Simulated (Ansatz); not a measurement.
**SiNi3: density, localisation and related maps**

Input file:

```
crystal:
  lattice:
    - [3.46124576, 0.0, 0.0]
    - [0.0, 3.46124576, 0.0]
    - [0.0, 0.0, 6.9224915201]
  atoms:
    - { symbol: Si, position: [0.0, 0.0, 0.5] }
    - { symbol: Si, position: [0.0, 0.0, 0.0] }
    - { symbol: Ni, position: [0.0, 0.5, 0.2521668499] }
    - { symbol: Ni, position: [0.0, 0.5, 0.7521668499] }
    - { symbol: Ni, position: [0.5, 0.0, 0.2478331501] }
    - { symbol: Ni, position: [0.5, 0.0, 0.7478331501] }
    - { symbol: Ni, position: [0.5, 0.5, 0.0] }
    - { symbol: Ni, position: [0.5, 0.5, 0.5] }
basis:
  ecutwfc: 420
kpoints:
  mp_grid: { grid: [14, 14, 8] }
hamiltonian:
  xc: pbesol
scf:
  occupations: { method: gaussian, width: 0.15 }
output:
  forces: true
  stress: true
  eigenvalues: true
  write_density: true
  write_potential: true
  elf: true
  volumetric_format: npy
```

Command:

```sh
ansatz run input.yaml --threads 2 --pin off --max-ram 5120MiB --backend cpu --events-out ev --progress --plain --runs-dir out
```

Space group P-4m2; computed without spin polarisation.

Theory: Ansatz, DFT PBEsol, scalar-relativistic, plane waves, PAW.

The density is the valence pseudo-density of a PAW calculation; it isn't the true density close to the nuclei.

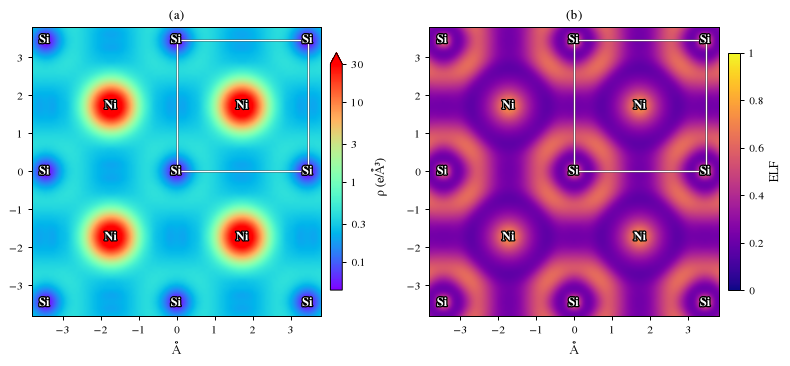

Figure 1. (a) valence pseudo-density; (b) electron localisation function on the (001) plane of the calculation cell.

Q: Read the bonding off the picture.

A: Atoms in the plane: Si and Ni.
Si–Ni (2.45 Å): the density is about 0.38 e/Å³ at the midpoint; the ELF peaks at about 0.60 in the valence shell of Si, 0.9 Å from its nucleus, and is about 0.40 at the midpoint.
Between the atoms the lowest density in this plane is 0.19 e/Å³.
The features right at Ni lie inside the PAW spheres, where the map follows smoothed inner orbitals and isn't to be read closely.

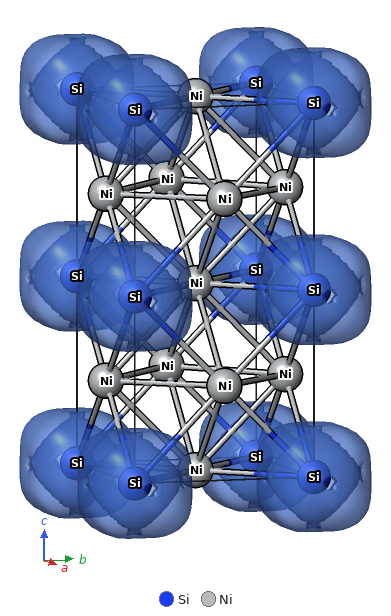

Figure 2. Isosurface of the electron localisation function at 0.55 (blue), seen slightly off an axis. Core shells and regions of very low density are left out. Sticks mark near contacts.

Q: What do the ELF domains correspond to?

A: The ELF exceeds this value in two regions wrapped around Si (the valence shell of each), counted in one cell of 8 atoms. Regions shared between cells count once.


Si–Ni (2.44 Å): the ELF peaks at about 0.65 in the valence shell of Si, 0.9 Å from its nucleus, and is about 0.40 at the midpoint. Ni–Ni (2.44 Å): the ELF is about 0.25 at the midpoint (no shared electron pair shows on this line).

Q: Metal or insulator at this level of theory?

A: It is gapless in this calculation (a metal or semimetal).
